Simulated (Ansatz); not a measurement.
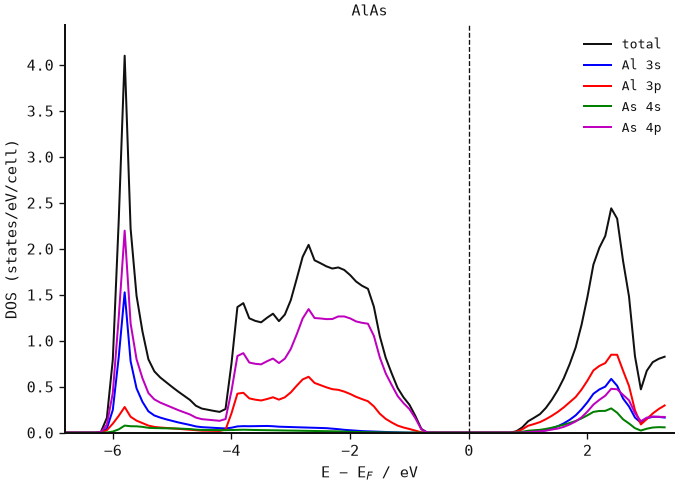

Write a caption that states what the plot shows.

Density of states of AlAs, space group F-43m (No. 216), 2 atoms in the cell. Ansatz 0.2.0; DFT PBE, spin-orbit coupling, plane waves, PAW, 8×8×8 k mesh, 420 eV cutoff. Energies are counted from the Fermi level. The partial curves are projected on Löwdin-orthogonalised atomic shells.

There is a gap; over the k points computed it is 1.41 eV. By projected weight, the top eV of the valence band is As 4p (80 %) and Al 3p (20 %); the bottom eV of the conduction band is Al 3p (55 %), As 4s (15 %) and Al 3s (15 %). The upper group of valence states starts about 5.4 eV under the valence-band top (which lies at −0.7 eV on this axis), with a gap beneath it; it holds about 6 electrons a cell. The tallest peak in the window is at −5.8 eV; by projected weight it is As 4p (55 %) and Al 3s (35 %).
